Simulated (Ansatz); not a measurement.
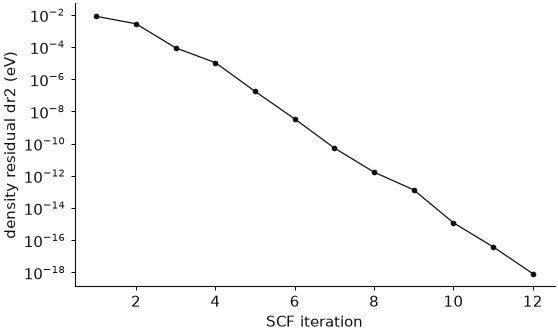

Convergence history. SCF iterations of a calculation: density residual dr2. The run: Ta2Si (I4/mcm, 6 atoms in the cell), by DFT PBEsol, scalar-relativistic, plane waves, PAW in Ansatz; cutoff 420 eV, 10×10×10 k-mesh, Gaussian smearing of 0.1 eV. The starting density is a sum of atomic densities corrected by a trained network.

Not converged after 12 iterations. The residual is still falling at the last step (down to 8 × 10⁻¹⁹). From the first spectrum the program read the system as a metal and chose the Kerker preconditioner. The residual starts near 8 × 10⁻³ and ends near 8 × 10⁻¹⁹ eV.
